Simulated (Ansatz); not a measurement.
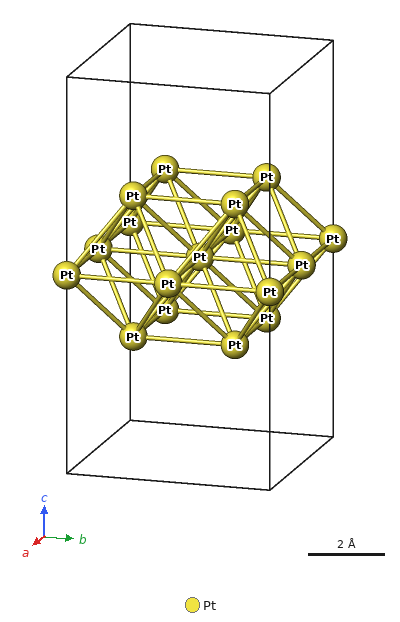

Fig. 1: The structure as given in the input (ball-and-stick view of the cell of the calculation, with the vacuum cut short, seen slightly off an axis).

**Single-point calculation of Pt (part 1 of 2)**

The run: single-point calculation of Pt (slab, 12 atoms in the cell). Method and program: DFT PBE, scalar-relativistic, plane waves, PAW, PAW set soft_1, no spin polarisation (Ansatz 0.2.0).

The structure derives from an entry of the Crystallography Open Database.

**The input**
```yaml
crystal:
  lattice:
    - [5.6143281324, 0.0, 0.0]
    - [0.0, 5.6143281324, 0.0]
    - [0.0, 0.0, 19.3513900856]
  atoms:
    - { symbol: Pt, position: [0.25, 0.25, 0.2067034969] }
    - { symbol: Pt, position: [0.25, 0.75, 0.2067034969] }
    - { symbol: Pt, position: [0.75, 0.25, 0.2067034969] }
    - { symbol: Pt, position: [0.75, 0.75, 0.2067034969] }
    - { symbol: Pt, position: [0.0, 0.0, 0.3062505494] }
    - { symbol: Pt, position: [0.0, 0.5, 0.3062505494] }
    - { symbol: Pt, position: [0.5, 0.0, 0.3062505494] }
    - { symbol: Pt, position: [0.5, 0.5, 0.3062505494] }
    - { symbol: Pt, position: [0.25, 0.25, 0.4057274465] }
    - { symbol: Pt, position: [0.25, 0.75, 0.4057274465] }
    - { symbol: Pt, position: [0.75, 0.25, 0.4057274465] }
    - { symbol: Pt, position: [0.75, 0.75, 0.4057274465] }
basis:
  ecutwfc: 420
kpoints:
  mp_grid: { grid: [5, 5, 1] }
hamiltonian:
  xc: pbe
  pseudopotentials: { kind: paw, azcp: { folder: soft_1 } }
scf:
  occupations: { method: gaussian, width: 0.1 }
output:
  forces: true
  eigenvalues: true
  write_density: true
  write_potential: true
  elf: true
  volumetric_format: npy
efield:
  axis: 3
  dipole_correction: true
  ramp_width: 0.04
```

Hardware: 4 threads of Intel Xeon Gold (Sapphire Rapids), 64 GiB of memory available, shared host.

Run as:
```bash
ansatz run input.yaml --threads 4 --pin off --max-ram 12288MiB --backend cpu --events-out ev --progress --plain --runs-dir out
```

**What the program printed**
```
Engine: ansatz 0.2.0, x86_64-unknown-linux-gnu
Pseudopotentials: kind: paw
Pseudopotential: Pt, paw, valence charge 18, recommended cutoff 420 eV (normal), [file]
Functional definition: PBE
  parameter kappa = 0.804
  parameter beta = 0.06672455060314922
  exchange = pbe_x(kappa = kappa, mu = beta*pi^2/3)
  correlation = pbe_c(beta = beta)
Crystal: 12 atoms, lattice volume = 609.969 Å³
Basis set: ecut = 420 eV, 11901 PW (Γ), exchange–correlation on 80×80×270 points (8 copies of the dense FFT grid, shifted against one another)
Bands: 130, of which v1, the nominal top of the filled ones, is band 108 counted from 1 (107 counted from 0)
Symmetry: 32 space group operations
Space group: P4mm (ITA 99), of the structure as read, at distance tolerance 8.5e-5 Å
k-points: 6 of 25
Non-local potential: Pt, projectors of the file, l = 0: 3, l = 1: 2, l = 2: 2, l = 3: 1
PAW form: soft (Blöchl's): semilocal exchange-correlation on the pseudo side does not see the compensation charge
PAW one-centre angular grid: Pt, 590 points (default); XC on 64 Gauss nodes
Initial density: superposition of atomic densities (neutral atoms: chi_scale 0, normalization atom)
Initial wavefunctions: pseudopotential atomic-orbital guess
Functional: x = pbe(κ = 0.804, μ = 0.2195149727645171), c = pbe(β = 0.06672455060314922)
SCF iter   1: F=—  HF=-150293.257589 eV  |F-HF|=—  |Δ(HF+E_count)|=         —  Δρ=4.98e-2  dr2=1.71e1  ethr=3.10e-3  p=-0.000 e·Å  D=-3.07e-6 V/Å  ΔV_dip=0.00 eV  dr2_dipole=2.66e-5  V_vac-E_F(+/−)=4.71/4.71 eV  ⟨swp⟩=7.2  Hψ=3210  notcnv=0  defer=8
efield: sawtooth ramp at fractional position 0.7862 (placed from the atoms, in the widest stretch of the axis that holds none; the zero of the levels goes with the place), width 0.0400; the density the first Hamiltonian is built on has a dipole p = -0.000 e·Å; the dipole correction subtracts the counter field D = -3.07e-6 V/Å, which shifts the + side's vacuum level by +0.00 eV against the − side's; the planar-averaged density in the ramp window peaks in size at 7.6e-6 e/Å³
preconditioner: auto → LDOS  [metal: Δε(μ)=0.024 eV  Ē_g=6.537 eV  σ=0.100 eV  W_gap=0.13  n_scr=122 (ndim 8)  ℏωp=16.5 eV  f_vac=0.619  D(μ)=22.98/eV (n_scr^D=204)  β→1.0]
SCF iter   2: F=—  HF=-150291.485176 eV  |F-HF|=—  |Δ(HF+E_count)|=    1.77e0  Δρ=3.32e-2  dr2=8.43e0  ethr=3.10e-3  p=-0.002 e·Å  D=-5.42e-4 V/Å  ΔV_dip=0.01 eV  dr2_dipole=3.45e-5  V_vac-E_F(+/−)=5.70/5.69 eV  ⟨swp⟩=3.0  Hψ=1990  notcnv=0  defer=73
SCF iter   3: F=—  HF=-150289.388390 eV  |F-HF|=—  |Δ(HF+E_count)|=    2.10e0  Δρ=9.75e-3  dr2=7.79e-1  ethr=3.10e-3  p=0.001 e·Å  D=1.66e-4 V/Å  ΔV_dip=-0.00 eV  dr2_dipole=3.60e-6  V_vac-E_F(+/−)=5.69/5.70 eV  ⟨swp⟩=2.2  Hψ=1508  notcnv=0  defer=68
SCF iter   4: F=—  HF=-150289.278136 eV  |F-HF|=—  |Δ(HF+E_count)|=   1.10e-1  Δρ=3.80e-3  dr2=4.87e-1  ethr=3.61e-4  p=-0.000 e·Å  D=-1.00e-4 V/Å  ΔV_dip=0.00 eV  dr2_dipole=2.03e-8  V_vac-E_F(+/−)=5.53/5.53 eV  ⟨swp⟩=2.5  Hψ=1290  notcnv=0  defer=72
SCF iter   5: F=—  HF=-150289.246547 eV  |F-HF|=—  |Δ(HF+E_count)|=   3.16e-2  Δρ=2.22e-3  dr2=8.78e-2  ethr=2.25e-4  p=-0.000 e·Å  D=-5.11e-5 V/Å  ΔV_dip=0.00 eV  dr2_dipole=3.60e-6  V_vac-E_F(+/−)=5.66/5.65 eV  ⟨swp⟩=1.8  Hψ=817  notcnv=0  defer=72
SCF iter   6: F=—  HF=-150289.240964 eV  |F-HF|=—  |Δ(HF+E_count)|=   5.58e-3  Δρ=4.79e-4  dr2=2.34e-3  ethr=4.06e-5  p=-0.000 e·Å  D=-4.06e-5 V/Å  ΔV_dip=0.00 eV  dr2_dipole=4.55e-7  V_vac-E_F(+/−)=5.69/5.69 eV  ⟨swp⟩=2.0  Hψ=1038  notcnv=0  defer=72
SCF iter   7: F=—  HF=-150289.241332 eV  |F-HF|=—  |Δ(HF+E_count)|=   3.69e-4  Δρ=1.49e-4  dr2=2.30e-4  ethr=1.08e-6  p=0.000 e·Å  D=1.44e-4 V/Å  ΔV_dip=-0.00 eV  dr2_dipole=6.79e-7  V_vac-E_F(+/−)=5.69/5.69 eV  ⟨swp⟩=2.5  Hψ=1153  notcnv=0  defer=72
SCF iter   8: F=—  HF=-150289.241300 eV  |F-HF|=—  |Δ(HF+E_count)|=   3.23e-5  Δρ=5.06e-5  dr2=4.43e-5  ethr=1.06e-7  p=-0.000 e·Å  D=-1.13e-4 V/Å  ΔV_dip=0.00 eV  dr2_dipole=1.39e-6  V_vac-E_F(+/−)=5.69/5.69 eV  ⟨swp⟩=2.8  Hψ=1297  notcnv=0  defer=72
SCF iter   9: F=—  HF=-150289.241025 eV  |F-HF|=—  |Δ(HF+E_count)|=   2.75e-4  Δρ=1.32e-5  dr2=1.79e-6  ethr=2.05e-8  p=0.000 e·Å  D=1.99e-5 V/Å  ΔV_dip=-0.00 eV  dr2_dipole=8.04e-8  V_vac-E_F(+/−)=5.69/5.69 eV  ⟨swp⟩=2.2  Hψ=1122  notcnv=0  defer=72
SCF iter  10: F=—  HF=-150289.241025 eV  |F-HF|=—  |Δ(HF+E_count)|=   5.07e-7  Δρ=4.35e-6  dr2=1.30e-7  ethr=8.29e-10  p=0.000 e·Å  D=2.35e-6 V/Å  ΔV_dip=-0.00 eV  dr2_dipole=7.30e-9  V_vac-E_F(+/−)=5.69/5.69 eV  ⟨swp⟩=2.2  Hψ=1080  notcnv=0  defer=72
SCF iter  11: F=-150289.241025 eV  HF=-150289.241025 eV  |F-HF|=1.34e-8  |Δ(HF+E_count)|=   2.67e-7  Δρ=1.28e-6  dr2=1.95e-8  ethr=4.63e-11  p=0.000 e·Å  D=1.24e-5 V/Å  ΔV_dip=-0.00 eV  dr2_dipole=6.11e-9  V_vac-E_F(+/−)=5.69/5.69 eV  ⟨swp⟩=26.5  Hψ=6686  notcnv=0
SCF 1 converged in 11 iterations: F = -150289.241025 eV  dr2 = 1.95e-8
  greatest PAW one-centre occupation: 1.000 electrons in one spin orbital (limit 2), on the Pt atom at site 7 (counted from 0), in its partial waves of l = 0
```

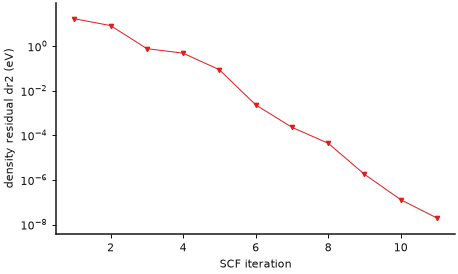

Fig. 2: Convergence of the self-consistent field: density residual dr2 against the SCF iteration. The residual falls at every step.

```
WARN: The output density's exchange-correlation potential varies sharply where the density is thin. Do not read a vacuum level from v_tot or v_xc, or from such a field of the output density. On a cell that repeats whose density bears no net charge and no dipole along the vacuum's axis use v_es (v_loc + v_h of the components); under efield.dipole_correction with no amplitude use v_es + v_field, which holds any external_charges[].barrier, or the levels of the report's work_function block, which leave it out; under a non-zero efield.amplitude the vacuum is tilted and has no level; on a cell that repeats and bears such a dipole with no correction it is tilted too, and efield.dipole_correction with no amplitude gives each side of its ramp a level where efield: is served; in a cell that repeats whose density bears a net charge (total_charge, or a fill off its count) it is curved and has none; of a slab under crystal.periodic whose density bears no net charge use v_es, which has a level on each side, short of where the two are joined; of another it falls or rises all the way out and has none; of a slab beside external_charges read slab_vacuum_level instead, which it has where they leave it neutral. The grid or the basis barely resolves most such structure, and the values can differ between equally converged runs; as a rule a tighter scf.convergence.dr2_threshold does not remove it. Where the density itself ripples (under the LDA too) a higher basis.ecutwfc lessens it. The files hold the spikes' plane waves up to the density's cutoff. Files: v_tot_of_output_density and the like, and their columns of v_z.tsv (output.write_potential); v_xc_of_output_density and the like, and their columns of v_comp_z.tsv (output.write_potential_components). Measured: with its Gaussian average of σ = 0.25 Å subtracted twice, the exchange-correlation potential is over 0.1 eV at 4 of the grid points where the equally averaged density (valence and model cores) is under 1e-3 e/Å³, and 0.147 eV at the most among them, at an averaged density of 7.7e-9 e/Å³. The input density's (outcome.potential() and, of a run that writes arrays, v_tot and v_xc) is over 0.1 eV, so measured, at 4 points of its own thin density, 0.102 eV at the most. See output.write_potential in the manual, Limitations
SCF converged after 11 iterations
Free energy (F): -150289.241025 eV
Harris-Foulkes:  -150289.241025 eV  (|F-HF|=1.34e-8)
Internal energy: -150289.125158 eV  (E = F + TS)
E sigma→0 (E₀):  -150289.183091 eV
Entropy (-TS):   -0.115868 eV (-9.656 meV/atom)
Fermi energy:    2.905826 eV
Dipole field:    D = -0.000048 V/Å  (p = -0.000161 e·Å, saw-weighted, corrected)
Work function:   Φ+ = 5.6883 eV   Φ− = 5.6874 eV
Levels:          The Fermi level and band energies are counted from a zero that moves with the ramp; work functions are not
--- Per-component energies (eV) ---
  E_band       = -5852.701486
  E_kinetic    = 7145.769930
  E_local      = -236079.454750  (includes V_loc(G=0)·N_el)
  E_nonlocal   = 2447.837897
  E_hartree    = 113839.544965
  E_xc         = -2772.867196
  E_vxc        = -3235.343601  (∫ρ·V_xc dr)
  E_paw        = -113806.155640  (= ΣΔE_a)
  E_vpaw       = -3810.599630  (= ΣTr[D̂ρ^β])
  E_aug_tail   = 0.014003  (compensation charges beyond the density's cutoff)
  E_efield     = 0.000000  (sawtooth field / dipole correction)
  E_vefield    = 0.000002  (∫n·V_field dr)
  E_ewald      = 78936.185634
  E_smearing   = -0.115868  (= −TS)
  E_closure    = 0.000000  (closes the sum)
  Σ components = -150289.241025   (vs F -150289.241025, Δ=0.00e0)
--- Forces (eV/Å), atoms counted from 1 ---
  atom   1  Pt     0.00000000    -0.00000000    -0.00863758
  atom   2  Pt     0.00000000     0.00000000    -0.00863758
  atom   3  Pt     0.00000000     0.00000000    -0.00863758
  atom   4  Pt     0.00000000    -0.00000000    -0.00863758
  atom   5  Pt    -0.00000000    -0.00000000    -0.00913123
  atom   6  Pt    -0.00000000     0.00000000    -0.00913123
  atom   7  Pt    -0.00000000    -0.00000000    -0.00913123
  atom   8  Pt    -0.00000000    -0.00000000    -0.00913123
  atom   9  Pt     0.00000000     0.00000000     0.01773443
  atom  10  Pt     0.00000000     0.00000000     0.01773443
  atom  11  Pt     0.00000000     0.00000000     0.01773443
  atom  12  Pt     0.00000000     0.00000000     0.01773443
  max |Σ_I F_I| component: 1.38e-4 eV/Å
--- Band table (eV; the first three rows and the last of 6) ---
```
